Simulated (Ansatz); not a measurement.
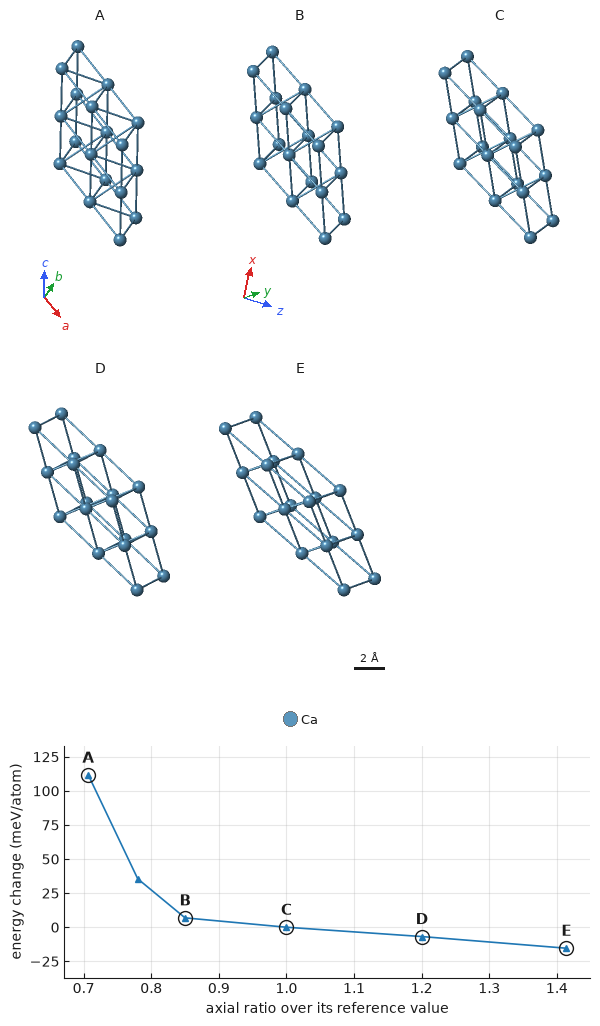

Solid Ca (Im-3m): the ratio of the cell's length along z to its lengths across, counted as 1 for the reference, is changed at fixed volume (a tetragonal or Bain path), with the atoms kept at their fractional coordinates. x, y and z are the Cartesian axes of the input. The lettered frames are marked on the plot. A ball-and-stick model of the cell of the calculation, repeated 2 × 1 × 2 with one cell outlined, seen slightly off an axis.

Level of theory: DFT LDA, scalar-relativistic, plane waves, PAW (Ansatz). Settings: plane-wave cutoff 420 eV; k-point mesh 16 × 16 × 16; occupations gaussian; smearing width 0.15 eV; no spin polarisation. Energies (free energies at the smearing named) are counted from the cell as listed in its source, which wasn't relaxed.

Q: What does the scan show?

A: The lowest computed point lies at the relative ratio 1.414 (−15.4 meV/atom). The energy is still falling at the end of the range, so the minimum along this coordinate lies there or beyond. At the ends of the scan the energy is 111.5 meV/atom (0.707) and −15.4 meV/atom (1.414). The unrelaxed reference is under a pressure of −2.5 GPa. The distortion takes the space group from Im-3m to I4/mmm. At the relative ratio 1.414 the cell of the drawing goes a 3.880 → 3.991 Å, b 3.880 → 3.991 Å, c 3.880 → 3.991 Å, α 109.5° → 120.0°, β 109.5° → 120.0°, γ 109.5° → 90.0°.

The computed points:

```csv
axial ratio over its reference value,energy change (meV/atom)
0.707,111.5
0.780,35.5
0.850,6.9
1.000,0.0
1.200,−6.8
1.414,−15.4
```
